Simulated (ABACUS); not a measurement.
Run report: Nb, band-structure run (part 1 of 2)

System: Nb (Im-3m, 1 atom in the cell).
Method: Kohn-Sham DFT of a periodic cell, PBEsol, PseudoDojo NC SR 0.4.1 PBE standard, no spin polarisation (ABACUS 3.10.1).

The structure derives from an entry of the Crystallography Open Database.

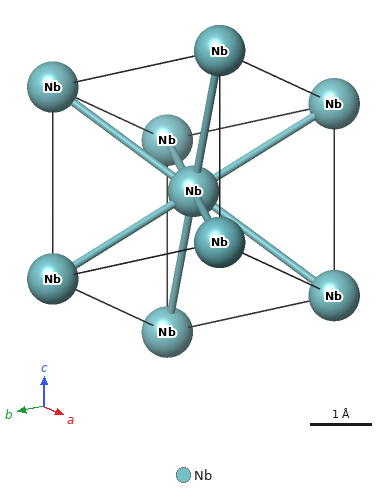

The structure (ball-and-stick view of the cell 2 times as large as that of the calculation, set on its symmetry axes, seen at an oblique angle).

The input
```python
"""ABACUS run from a structure file: ASE reads it, the script writes STRU, KPT and INPUT."""
import re
import subprocess
from ase.io import read
from ase.units import Bohr

atoms = read("Nb.xyz")
atoms = atoms[(-atoms.numbers).argsort(kind="stable")]  # ABACUS lists atoms element by element
pseudo = {'Nb': 'Nb.upf'}
orbital = {'Nb': 'Nb_confined-atom_7au_3s2p2d1f.orb'}
magmoms = None
kmesh = [10, 10, 10]
params = {
    'suffix': 'Nb',
    'calculation': 'scf',
    'basis_type': 'lcao',
    'pseudo_dir': './',
    'orbital_dir': './',
    'symmetry': 1,
    'dft_functional': 'pbesol',
    'ecutwfc': 100,
    'pseudo_rcut': 7,
    'nspin': 1,
    'nbands': 17,
    'ks_solver': 'genelpa',
    'smearing_method': 'fd',
    'smearing_sigma': 0.00367493,
    'scf_thr': 1e-07,
    'scf_nmax': 100,
    'mixing_type': 'broyden',
    'mixing_beta': 0.7,
    'cal_force': 1,
    'cal_stress': 1,
    'out_mul': 1,
    'out_chg': 1,
    'out_pot': 2,
    'out_elf': 1,
}

symbols = atoms.get_chemical_symbols()
elements = list(dict.fromkeys(symbols))
lines = ["ATOMIC_SPECIES"] + [f"{e} {atoms.get_masses()[symbols.index(e)]:.4f} {pseudo[e]}" for e in elements]
if orbital:
    lines += ["", "NUMERICAL_ORBITAL"] + [orbital[e] for e in elements]
lines += ["", "LATTICE_CONSTANT", f"{1 / Bohr:.10f}", "", "LATTICE_VECTORS"]
lines += [" ".join(f"{x:.10f}" for x in v) for v in atoms.cell]
lines += ["", "ATOMIC_POSITIONS", "Direct"]
for e in elements:
    lines += ["", e, "0.0", str(symbols.count(e))]
    for i, p in enumerate(atoms.get_scaled_positions(wrap=False)):
        if symbols[i] == e:
            mag = "" if magmoms is None else " mag " + " ".join(str(x) for x in (magmoms[i] if isinstance(magmoms[i], list) else [magmoms[i]]))
            lines.append(" ".join(f"{x:.10f}" for x in p) + " 1 1 1" + mag)
open("STRU", "w").write("\n".join(lines) + "\n")
open("KPT", "w").write("K_POINTS\n0\nGamma\n%d %d %d 0 0 0\n" % tuple(kmesh))
open("INPUT", "w").write("INPUT_PARAMETERS\n" + "".join(f"{k:<20s}{v}\n" for k, v in params.items()))

done = subprocess.run(['mpirun', '-np', '4', 'abacus'])
if done.returncode:
    raise SystemExit(done.returncode)
log = open("OUT.Nb/running_scf.log").read()
print("final energy (eV):", re.findall(r"FINAL_ETOT_IS (\S+)", log))
```

File Nb.xyz
```
1
Lattice="-1.6639500000 1.6639500000 1.6639500000 1.6639500000 -1.6639500000 1.6639500000 1.6639500000 1.6639500000 -1.6639500000" Properties=species:S:1:pos:R:3 pbc="T T T"
Nb     0.0000000000      0.0000000000      0.0000000000
```

File INPUT
```
INPUT_PARAMETERS
suffix              Nb
calculation         scf
basis_type          lcao
pseudo_dir          ./
orbital_dir         ./
symmetry            1
dft_functional      pbesol
ecutwfc             100
pseudo_rcut         7
nspin               1
nbands              17
ks_solver           genelpa
smearing_method     fd
smearing_sigma      0.00367493
scf_thr             1e-07
scf_nmax            100
mixing_type         broyden
mixing_beta         0.7
cal_force           1
cal_stress          1
out_mul             1
out_chg             1
out_pot             2
out_elf             1
```

File STRU
```
ATOMIC_SPECIES
Nb 92.9064 Nb.upf

NUMERICAL_ORBITAL
Nb_confined-atom_7au_3s2p2d1f.orb

LATTICE_CONSTANT
1.8897261258

LATTICE_VECTORS
-1.6639500000 1.6639500000 1.6639500000
1.6639500000 -1.6639500000 1.6639500000
1.6639500000 1.6639500000 -1.6639500000

ATOMIC_POSITIONS
Direct

Nb
0.0
1
-0.0000000000 0.0000000000 0.0000000000 1 1 1
```

File KPT
```
K_POINTS
0
Gamma
10 10 10 0 0 0
```

Run as:
```bash
OMP_NUM_THREADS=1 python run_abacus.py > log
```

Output
```
ABACUS v3.10.1

               Atomic-orbital Based Ab-initio Computation at UStc

 ------------------------------------------------------------------------------------

 READING GENERAL INFORMATION
                           global_out_dir = OUT.Nb/
                           global_in_card = INPUT
                               pseudo_dir = ./
                              orbital_dir = ./
                                    DSIZE = 4
                                    GSIZE = 1

 READING UNITCELL INFORMATION
                                    ntype = 1
                  lattice constant (Bohr) = 1.88973
              lattice constant (Angstrom) = 1

 READING ATOM TYPE 1
                               atom label = Nb
                      L=0, number of zeta = 3
                      L=1, number of zeta = 2
                      L=2, number of zeta = 2
                      L=3, number of zeta = 1
             number of atom for this type = 1

                        TOTAL ATOM NUMBER = 1
DIRECT COORDINATES
    atom                   x                   y                   z     mag                  vx                  vy                  vz
taud_Nb1            0.0000000000        0.0000000000        0.0000000000  0.0000        0.0000000000        0.0000000000        0.0000000000

                          Volume (Bohr^3) = 124.359
                             Volume (A^3) = 18.4281

 Lattice vectors: (Cartesian coordinate: in unit of a_0)
             -1.66395            +1.66395            +1.66395
             +1.66395            -1.66395            +1.66395
             +1.66395            +1.66395            -1.66395
 Reciprocal vectors: (Cartesian coordinate: in unit of 2 pi/a_0)
                   +0            +0.30049            +0.30049
             +0.30049                  +0            +0.30049
             +0.30049            +0.30049                  +0
 The esolver type has been set to : ksdft_lcao

                PAO radial cut off (Bohr) = 7

 Read in pseudopotential file is Nb.upf
                     pseudopotential type = NC
          exchange-correlation functional = PBE
                 nonlocal core correction = 1
                        valence electrons = 13
                                     lmax = 2
                           number of zeta = 4
                     number of projectors = 6
                           L of projector = 0
                           L of projector = 0
                           L of projector = 1
                           L of projector = 1
                           L of projector = 2
                           L of projector = 2
 XC functional updated to : pbesol
          exchange-correlation functional = PBESOL
     initial pseudo atomic orbital number = 10

 SETUP THE ELECTRONS NUMBER
            electron number of element Nb = 13
      total electron number of element Nb = 13
            AUTOSET number of electrons:  = 13
                           occupied bands = 7
                                   NLOCAL = 26
                                   NBANDS = 17
                                   NBANDS = 17
                                   NLOCAL = 26

%%%%%%%%%%%%%%%%%%%%%%%%%%%%%%%%%%%%%%%%%%%%%%%%%%%%%%%%%%%%%%%%%%%%%%%%%%%%%%%%%%%%%%%%%%%%%%%%%%%%%%%%%%
 Warning: the number of valence electrons in pseudopotential > 5 for Nb: [Kr] 4d4 5s1
 Pseudopotentials with additional electrons can yield (more) accurate outcomes, but may be less efficient.
 If you're confident that your chosen pseudopotential is appropriate, you can safely ignore this warning.
%%%%%%%%%%%%%%%%%%%%%%%%%%%%%%%%%%%%%%%%%%%%%%%%%%%%%%%%%%%%%%%%%%%%%%%%%%%%%%%%%%%%%%%%%%%%%%%%%%%%%%%%%%

 SETUP THE PLANE WAVE BASIS
 energy cutoff for charge/potential (unit:Ry) = 400
            fft grid for charge/potential = [ 36, 36, 36 ]
                        fft grid division = [ 3, 3, 3 ]
        big fft grid for charge/potential = [ 12, 12, 12 ]
                                     nbxx = 432
                                     nrxx = 11664

 SETUP PLANE WAVES FOR CHARGE/POTENTIAL
                    number of plane waves = 16757
                         number of sticks = 889

 PARALLEL PW FOR CHARGE/POTENTIAL
     PROC   COLUMNS(POT)             PW
        1            222           4190
        2            223           4189
        3            222           4189
        4            222           4189
 --------------- sum -------------------
        4            889          16757
                            number of |g| = 184
                                  max |g| = 36.1176
                                  min |g| = 0

----------- Double Check Mixing Parameters Begin ------------
mixing_type: broyden
mixing_beta: 0.7
mixing_gg0: 1
mixing_gg0_min: 0.1
mixing_ndim: 8
----------- Double Check Mixing Parameters End ------------

 LATTICE VECTORS: (CARTESIAN COORDINATE: IN UNIT OF A0)
             -1.66395            +1.66395            +1.66395
             +1.66395            -1.66395            +1.66395
             +1.66395            +1.66395            -1.66395
                       right hand lattice = 1
                                   NORM_A = 2.88205
                                   NORM_B = 2.88205
                                   NORM_C = 2.88205
                           ALPHA (DEGREE) = 109.471
                           BETA  (DEGREE) = 109.471
                           GAMMA (DEGREE) = 109.471

 The lattice vectors have been changed (STRU_SIMPLE.cif)

(for optimal symmetric configuration:)
                             BRAVAIS TYPE = 2
                     BRAVAIS LATTICE NAME = 02. Cubic I (body-centered)
                                    ibrav = 2
                                    IBRAV = 2
                                  BRAVAIS = BODY CENTERED CUBIC
                       LATTICE CONSTANT A = 3.3279
Original cell was already a primitive cell.
                        ROTATION MATRICES = 48
              PURE POINT GROUP OPERATIONS = 48
                   SPACE GROUP OPERATIONS = 48
                              POINT GROUP = O_h
               POINT GROUP IN SPACE GROUP = O_h

 SETUP K-POINTS
                                    nspin = 1
                   Input type of k points = Monkhorst-Pack(Gamma)
                                   nkstot = 1000
                       right hand lattice = 1
(for reciprocal lattice: )
                             BRAVAIS TYPE = 3
                     BRAVAIS LATTICE NAME = 03. Cubic F (face-centered)
                                    ibrav = 3
                       right hand lattice = 1
(for k-lattice: )
                             BRAVAIS TYPE = 3
                     BRAVAIS LATTICE NAME = 03. Cubic F (face-centered)
                                    ibrav = 3
                       right hand lattice = 1
                        ROTATION MATRICES = 48
                               nkstot_ibz = 47
K-POINTS REDUCTION ACCORDING TO SYMMETRY
     IBZ    DIRECT_X    DIRECT_Y    DIRECT_Z  WEIGHT  ibz2bz
       1  0.00000000  0.00000000  0.00000000  0.0010       0
       2 -0.10000000  0.10000000  0.00000000  0.0120       1
       3 -0.20000000  0.20000000  0.00000000  0.0120       2
       4 -0.30000000  0.30000000  0.00000000  0.0120       3
       5 -0.40000000  0.40000000  0.00000000  0.0120       4
       6  0.50000000  0.50000000  0.00000000  0.0060       5
       7  0.10000000  0.10000000 -0.20000000  0.0240      11
       8 -0.10000000 -0.20000000  0.30000000  0.0480      12
       9 -0.40000000  0.30000000  0.10000000  0.0480      13
      10  0.50000000  0.40000000  0.10000000  0.0480      14
      11 -0.20000000 -0.20000000  0.40000000  0.0240      22
      12  0.50000000  0.30000000  0.20000000  0.0480      23
      13  0.40000000  0.40000000  0.20000000  0.0240      24
      14  0.40000000  0.30000000  0.30000000  0.0240      33
      15 -0.10000000 -0.10000000  0.30000000  0.0080     111
      16 -0.10000000 -0.20000000  0.40000000  0.0240     112
      17  0.50000000  0.30000000  0.10000000  0.0240     113
      18  0.40000000  0.40000000  0.10000000  0.0120     114
      19 -0.10000000  0.10000000  0.10000000  0.0060     119
      20  0.50000000  0.20000000  0.20000000  0.0240     122
      21  0.40000000  0.30000000  0.20000000  0.0480     123
      22 -0.20000000  0.20000000  0.10000000  0.0240     128
      23  0.30000000  0.30000000  0.30000000  0.0080     133
      24 -0.30000000  0.30000000  0.10000000  0.0240     137
      25 -0.30000000  0.20000000  0.20000000  0.0240     138
      26 -0.40000000  0.40000000  0.10000000  0.0240     146
      27 -0.40000000  0.30000000  0.20000000  0.0480     147
      28  0.50000000  0.50000000  0.10000000  0.0120     155
      29  0.50000000  0.40000000  0.20000000  0.0480     156
      30  0.50000000  0.30000000  0.30000000  0.0240     157
[... 17 further k points ...]

                               nkstot now = 47
[... K-POINTS DIRECT COORDINATES: 47 rows ...]

           k-point number in this process = 47
       minimum distributed K point number = 47
[... stars of the k points ...]

[... K-POINTS CARTESIAN COORDINATES: 47 rows ...]

[... K-POINTS DIRECT COORDINATES: 47 rows ...]

 SETUP PLANE WAVES FOR WAVE FUNCTIONS
     energy cutoff for wavefunc (unit:Ry) = 100
              fft grid for wave functions = [ 36, 36, 36 ]
                    number of plane waves = 3367
                         number of sticks = 307

 PARALLEL PW FOR WAVE FUNCTIONS
     PROC   COLUMNS(POT)             PW
        1             77            842
        2             77            842
        3             77            842
        4             76            841
 --------------- sum -------------------
        4            307           3367

 SET NONLOCAL PSEUDOPOTENTIAL PROJECTORS
 max number of nonlocal projetors among all species is 6

 -------------------------------------------
 SELF-CONSISTENT
 -------------------------------------------

 SETUP SEARCHING RADIUS FOR PROGRAM TO SEARCH ADJACENT ATOMS
                  longest orb rcut (Bohr) = 7
   longest nonlocal projector rcut (Bohr) = 1.54
                     search radius (Bohr) = 17.1
              searching radius is (Bohr)) = 17.1
         searching radius unit is (Bohr)) = 1.89
                         PeriodicBoundary = 1
                        Radius(unit:lat0) = 9.04
                                   glayer = [ 5, 5, 5 ]
                             glayer_minus = [ 4, 4, 4 ]

Find the coordinate range of the input atom(unit:lat0).
                                  min_tau = [ -20, -20, -20 ]
                                  max_tau = [ 20, 20, 20 ]
                                BoxNumber = [ 9, 9, 9 ]

 SETUP EXTENDED REAL SPACE GRID FOR GRID INTEGRATION
                          real space grid = [ 36, 36, 36 ]
                 big cell numbers in grid = [ 12, 12, 12 ]
             meshcell numbers in big cell = [ 3, 3, 3 ]
                        extended fft grid = [ 19, 19, 19 ]
                dimension of extened grid = [ 51, 51, 51 ]
                            UnitCellTotal = 125
              Atom number in sub-FFT-grid = 1
    Local orbitals number in sub-FFT-grid = 26
                                ParaV.nnr = 15041
                                 init_chg = atomic

 LCAO ALGORITHM --------------- ION=   1  ELEC=   1--------------------------------

 Density error is 0.10037327992
----------------------------------------------------------
     Energy           Rydberg                 eV
----------------------------------------------------------
 E_KohnSham     -124.3313897078      -1691.6153402850
 E_Harris       -126.4623094557      -1720.6079908364
 E_Fermi        1.3335913603         18.1444413039
----------------------------------------------------------

 LCAO ALGORITHM --------------- ION=   1  ELEC=   2--------------------------------

 Density error is 0.0134372800324
```
